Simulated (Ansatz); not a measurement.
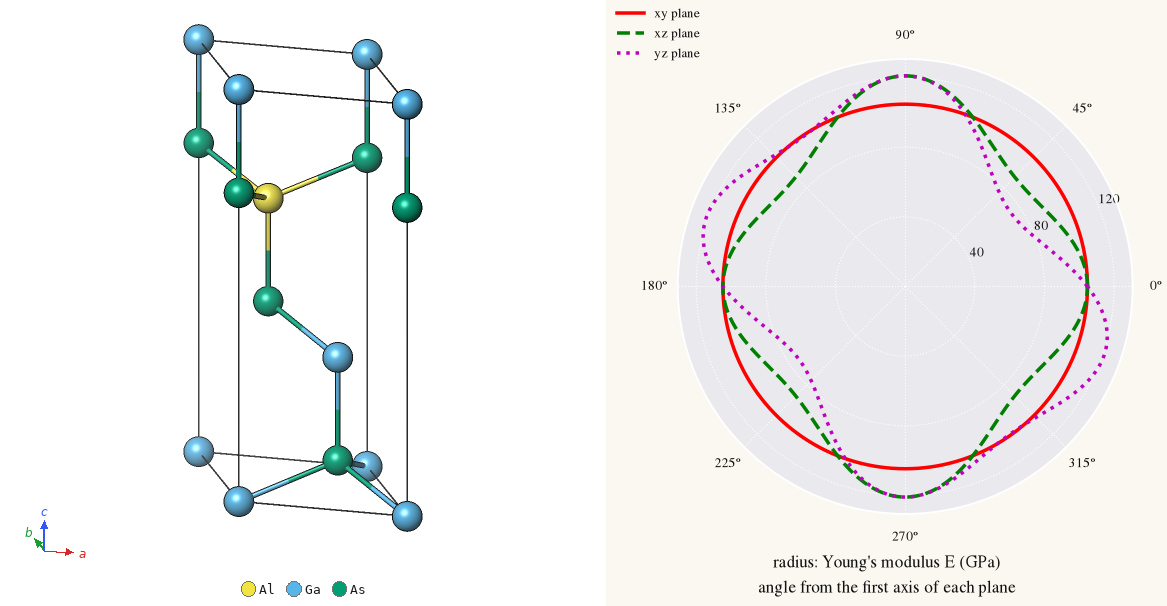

Figure. Young's modulus as a function of direction in the xy, xz and yz planes for AlGa₂As₃, space group P3m1 (No. 156) (cell built by us, not taken from a database). The cell is drawn beside the plot.

Over all directions E runs from 74 to 121 GPa, a ratio of 1.64. E is 105 GPa along x, 105 GPa along y and 121 GPa along z, and 105 GPa along the body diagonal x + y + z. The Hill averages are K = 63 GPa and G = 40 GPa, Poisson's ratio 0.24; K/G = 1.56.

How it was computed, with Ansatz 0.2.0: elastic stress-strain coefficients at zero temperature from small strains of the given cell, Voigt order xx yy zz yz xz xy, Cartesian axes of the cell vectors; plane waves with PAW datasets, Γ-centred k mesh. Level: PBE, no spin polarisation.

wave cutoff 420 eV; k mesh 12×12×4; occupations fixed; ions relaxed; strain amplitude 0.002.

Structure:
```xyz
6
Lattice="4.0591 0.0000 0.0000 -2.0296 3.5153 0.0000 0.0000 0.0000 9.9399" Properties=species:S:1:pos:R:3 pbc="T T T"
Al    0.0000    2.3435    6.6316
Ga    0.0000    0.0000    9.9377
Ga    2.0296    1.1718    3.3128
As    2.0296    1.1718    0.8285
As    0.0000    2.3435    4.1489
As    0.0000    0.0000    7.4452
```
